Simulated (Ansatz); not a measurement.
**What a change does: single-point calculation on SnO2**

System: SnO2 (3 atoms in the cell).
Method of run A: DFT r2SCAN, scalar-relativistic, plane waves, PAW, no spin polarisation (Ansatz 0.2.0).

The structure derives from a Materials Project entry. Text and figures count atoms from 1; the logs count them from 0 in places.

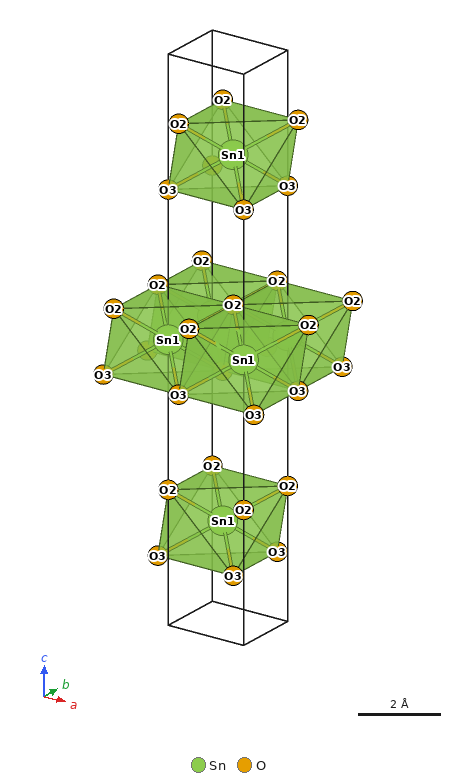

Fig. 1: The input geometry (polyhedral view of the cell 3 times as large as that of the calculation, set on its symmetry axes, seen slightly off an axis; polyhedra are completed across the faces of the cell; atoms are numbered from 1 in the order of the input). An atom can appear more than once, as a periodic image.

### Input file, run A
```yaml
crystal:
  lattice:
    - [1.4877256292, 0.8589387925, 4.800592584]
    - [-1.4877256292, 0.8589387925, 4.800592584]
    - [0.0, -1.717877585, 4.800592584]
  atoms:
    - { symbol: Sn, position: [0.5, 0.5, 0.5] }
    - { symbol: O, position: [0.23717, 0.23717, 0.23717] }
    - { symbol: O, position: [0.76283, 0.76283, 0.76283] }
basis:
  ecutwfc: 500
kpoints:
  mp_grid: { grid: [12, 12, 12] }
hamiltonian:
  xc: r2scan
scf:
  occupations: { method: gaussian, width: 0.05 }
output:
  forces: true
  stress: true
  eigenvalues: true
```

Launched with:
```bash
ansatz run input.yaml --threads 1 --pin off --max-ram 2560MiB --backend cpu --events-out ev --progress --plain --runs-dir out
```

Hardware: 1 thread of Intel Xeon @ 2.70GHz, 189 GiB of memory available, shared host.

### Output, shortened to warnings, some set-up lines, iterations and results (run A)
```
Basis set: ecut = 500 eV, 923 PW (Γ), FFT grids on a1−a3, a2−a3, a3, exchange–correlation on 96×96×160 points (64 copies of the dense FFT grid, shifted against one another)
Symmetry: 12 space group operations
k-points: 189 of 1728
Initial density: superposition of atomic densities (neutral atoms: chi_scale 0, normalization atom), corrected by the library's trained network
[...]
SCF iter   1: F=—  HF=-7174.803123 eV  |F-HF|=—  |Δ(HF+E_count)|=         —  Δρ=9.24e-3  dr2=2.50e-2  dr2_τ=1.93e-1  ethr=1.77e-3  ⟨swp⟩=6.1  Hψ=17438  notcnv=0
SCF iter   2: F=—  HF=-7174.886836 eV  |F-HF|=—  |Δ(HF+E_count)|=   8.37e-2  Δρ=5.38e-3  dr2=3.99e-3  dr2_τ=5.82e-4  ethr=9.63e-5  ⟨swp⟩=2.9  Hψ=8338  notcnv=0
SCF iter   3: F=—  HF=-7174.887248 eV  |F-HF|=—  |Δ(HF+E_count)|=   4.12e-4  Δρ=1.26e-3  dr2=4.35e-4  dr2_τ=6.43e-5  ethr=1.53e-5  ⟨swp⟩=2.8  Hψ=4899  notcnv=0
SCF iter   4: F=—  HF=-7174.887229 eV  |F-HF|=—  |Δ(HF+E_count)|=   1.96e-5  Δρ=4.12e-4  dr2=4.81e-5  dr2_τ=5.63e-6  ethr=1.67e-6  ⟨swp⟩=2.0  Hψ=4589  notcnv=0
SCF iter   5: F=—  HF=-7174.887215 eV  |F-HF|=—  |Δ(HF+E_count)|=   1.35e-5  Δρ=6.79e-5  dr2=4.66e-7  dr2_τ=1.36e-7  ethr=1.85e-7  ⟨swp⟩=2.0  Hψ=4306  notcnv=0
SCF iter   6: F=-7174.887215 eV  HF=-7174.887215 eV  |F-HF|=2.83e-8  |Δ(HF+E_count)|=   3.41e-7  Δρ=1.62e-5  dr2=7.07e-8  dr2_τ=2.80e-9  ethr=3.85e-10  ⟨swp⟩=7.8  Hψ=17083  …
SCF 1 converged in 6 iterations: F = -7174.887215 eV  dr2 = 7.07e-8
SCF converged after 6 iterations
Free energy (F): -7174.887215 eV
Harris-Foulkes:  -7174.887215 eV  (|F-HF|=2.83e-8)
Internal energy: -7174.887215 eV  (E = F + TS)
E sigma→0 (E₀):  -7174.887215 eV
Fermi energy:    9.790015 eV
--- Per-component energies (eV) ---
  E_band       = -102.986967
  E_kinetic    = 552.286388
  E_local      = -1979.528091  (includes V_loc(G=0)·N_el)
  E_nonlocal   = 66.660502
  E_hartree    = 1006.446796
  E_xc         = -521.120584
  E_vxc        = -315.969982  (∫ρ·V_xc dr)
  E_paw        = -4493.779306  (= ΣΔE_a)
  E_vpaw       = -459.361760  (= ΣTr[D̂ρ^β])
  E_aug_tail   = 0.001992  (compensation charges beyond the density's cutoff)
  E_vtau       = 20.040801  (kinetic-family band-sum trace: ∫τ·v_τ [+ j·A + Jᵃ·Aᵃ] dr)
  E_ewald      = -1806.526350
  E_core_change = 0.671438  (= ΣΔE_core)
  E_smearing   = -0.000000  (= −TS)
  E_closure    = -0.000000  (closes the sum)
  Σ components = -7174.887215   (vs F -7174.887215, Δ=0.00e0)
--- Forces (eV/Å), atoms counted from 1 ---
  atom   1  Sn     0.00000000     0.00000000    -0.00000000
  atom   2  O      0.00000000    -0.00000000     1.58097486
  atom   3  O      0.00000000     0.00000000    -1.58097486
  max |Σ_I F_I| component: 4.44e-16 eV/Å
--- Stress (GPa, compression-positive) ---
       46.367984       0.000000       0.000000
        0.000000      46.367984      -0.000000
        0.000000      -0.000000      13.681145
  P = ⅓ Tr σ = 35.4724 GPa (354.724 kbar)
```

For run B the input was changed thus:
```diff
-    - [1.4877256292, 0.8589387925, 4.800592584]
-    - [-1.4877256292, 0.8589387925, 4.800592584]
-    - [0.0, -1.717877585, 4.800592584]
+    - [1.4877256292, 0.8589387925, 4.4165451773]
+    - [-1.4877256292, 0.8589387925, 4.4165451773]
+    - [0.0, -1.717877585, 4.4165451773]
```

What does this change do to the results?

With the same functional and potentials, run B lies 135.7 meV per atom higher. The gap on the mesh goes from 4.30 to 4.55 eV. The pressure goes from 35.47 to 55.29 GPa. The largest force goes from 1.581 to 3.370 eV/Å. The volume per atom goes from 12.27 to 11.29 Å³. The number of SCF iterations is the same. The plane waves at Γ go from 923 to 863.

### Output, shortened to warnings, some set-up lines, iterations and results (run B)
```
Basis set: ecut = 500 eV, 863 PW (Γ), FFT grids on a1−a3, a2−a3, a3, exchange–correlation on 96×96×144 points (64 copies of the dense FFT grid, shifted against one another)
Symmetry: 12 space group operations
k-points: 189 of 1728
Initial density: superposition of atomic densities (neutral atoms: chi_scale 0, normalization atom), corrected by the library's trained network
[...]
SCF iter   1: F=—  HF=-7174.381357 eV  |F-HF|=—  |Δ(HF+E_count)|=         —  Δρ=8.91e-3  dr2=1.76e-2  dr2_τ=2.33e-1  ethr=1.77e-3  ⟨swp⟩=6.0  Hψ=17327  notcnv=0
SCF iter   2: F=—  HF=-7174.479751 eV  |F-HF|=—  |Δ(HF+E_count)|=   9.84e-2  Δρ=5.38e-3  dr2=3.96e-3  dr2_τ=4.00e-4  ethr=6.76e-5  ⟨swp⟩=2.5  Hψ=8097  notcnv=0
SCF iter   3: F=—  HF=-7174.480210 eV  |F-HF|=—  |Δ(HF+E_count)|=   4.59e-4  Δρ=6.76e-4  dr2=1.14e-4  dr2_τ=3.70e-5  ethr=1.52e-5  ⟨swp⟩=2.8  Hψ=4635  notcnv=0
SCF iter   4: F=—  HF=-7174.480208 eV  |F-HF|=—  |Δ(HF+E_count)|=   1.75e-6  Δρ=2.46e-4  dr2=1.27e-5  dr2_τ=1.88e-6  ethr=4.39e-7  ⟨swp⟩=2.5  Hψ=5389  notcnv=0
SCF iter   5: F=—  HF=-7174.480205 eV  |F-HF|=—  |Δ(HF+E_count)|=   2.31e-6  Δρ=5.99e-5  dr2=1.00e-6  dr2_τ=1.61e-7  ethr=4.88e-8  ⟨swp⟩=2.0  Hψ=4603  notcnv=0
SCF iter   6: F=-7174.480205 eV  HF=-7174.480205 eV  |F-HF|=4.56e-9  |Δ(HF+E_count)|=   1.72e-7  Δρ=1.73e-5  dr2=5.55e-8  dr2_τ=3.12e-9  ethr=3.85e-10  ⟨swp⟩=7.4  Hψ=16586  …
SCF 1 converged in 6 iterations: F = -7174.480205 eV  dr2 = 5.55e-8
SCF converged after 6 iterations
Free energy (F): -7174.480205 eV
Harris-Foulkes:  -7174.480205 eV  (|F-HF|=4.56e-9)
Internal energy: -7174.480205 eV  (E = F + TS)
E sigma→0 (E₀):  -7174.480205 eV
Fermi energy:    11.464153 eV
--- Per-component energies (eV) ---
  E_band       = -66.714076
  E_kinetic    = 557.169880
  E_local      = -1770.246742  (includes V_loc(G=0)·N_el)
  E_nonlocal   = 67.624026
  E_hartree    = 918.695913
  E_xc         = -522.064924
  E_vxc        = -317.106316  (∫ρ·V_xc dr)
  E_paw        = -4495.355558  (= ΣΔE_a)
  E_vpaw       = -461.462015  (= ΣTr[D̂ρ^β])
  E_aug_tail   = 0.002063  (compensation charges beyond the density's cutoff)
  E_vtau       = 19.924180  (kinetic-family band-sum trace: ∫τ·v_τ [+ j·A + Jᵃ·Aᵃ] dr)
  E_ewald      = -1930.976301
  E_core_change = 0.671438  (= ΣΔE_core)
  E_smearing   = -0.000000  (= −TS)
  E_closure    = 0.000000  (closes the sum)
  Σ components = -7174.480205   (vs F -7174.480205, Δ=0.00e0)
--- Forces (eV/Å), atoms counted from 1 ---
  atom   1  Sn     0.00000000     0.00000000     0.00000000
  atom   2  O     -0.00000000    -0.00000000     3.37002995
  atom   3  O      0.00000000     0.00000000    -3.37002995
  max |Σ_I F_I| component: 8.88e-16 eV/Å
--- Stress (GPa, compression-positive) ---
       67.390924       0.000000       0.000000
        0.000000      67.390924       0.000000
        0.000000       0.000000      31.087391
  P = ⅓ Tr σ = 55.2897 GPa (552.897 kbar)
```

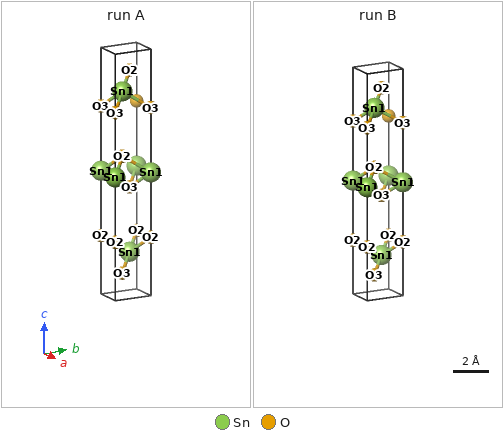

Fig. 2: The two input geometries at one scale (ball-and-stick view of the cell 3 times as large as that of the calculation, set on its symmetry axes, seen slightly off an axis). No atom moves by more than 0.005 Å relative to the cell. The drawn cell changes as follows: a = b stay at 2.975 Å, c 14.402 → 13.250 Å (−8.0 %); the volume changes by −8.0 %. Among the contacts that change: Sn1–O2 1.996 → 1.955 Å.

### The two runs side by side

```tsv
quantity	run A	run B
outcome	converged	converged
free energy per atom (eV)	−2391.6291	−2391.4934
gap on the mesh (eV)	4.30	4.55
pressure (GPa)	35.47	55.29
volume per atom (Å³)	12.27	11.29
largest force (eV/Å)	1.581	3.370
SCF iterations	6	6
irreducible k-points	189	189
plane waves at Γ	923	863
wall time (shared host)	9.9 s	9.6 s
```
